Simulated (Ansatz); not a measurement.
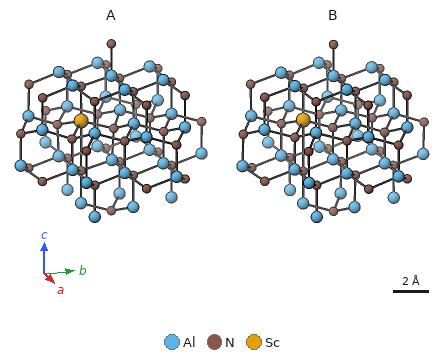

Two geometries of a defect cell of composition Al$_{47}$N$_{48}$Sc, drawn at one scale. One is the start of a relaxation, the other its converged end. Style: ball-and-stick. Shown: the atoms within 5.8 Å of the atom that moves most (axes of the cell of the calculation (origin shifted)), slightly off an axis.

All numbers below come from DFT, PBEsol, PAW, plane waves in Ansatz 0.2.0. (plane-wave cutoff 420 eV; k-point mesh 1 × 1 × 1; mesh shifted by (0.25, 0.25, 0.25); no spin polarisation; atoms relaxed in a fixed cell; force threshold 0.03 eV/Å; at most 80 steps)

> Which geometry has the lower energy?

Structure A is the relaxed one. An N atom moves most: 0.18 Å along [0 3 −1]. Largest moves by element: N 0.18 Å, Al 0.09 Å, Sc 0.05 Å. The cell stays as it was. Among the contacts that change: N–Sc 1.852 → 2.033 Å, N–Sc 1.902 → 2.067 Å, N–Sc 1.870 → 2.028 Å, N–Sc 1.914 → 2.028 Å. Bond angles that change, for instance: Al–N–Al 105.7° → 111.5°, N–Al–N 112.6° → 107.0°, Al–N–Sc 108.4° → 103.0°. The energy falls by 2.205 eV per cell of the calculation in 4 geometry steps. The largest force component goes from 4.7 to 0.0075 eV/Å.
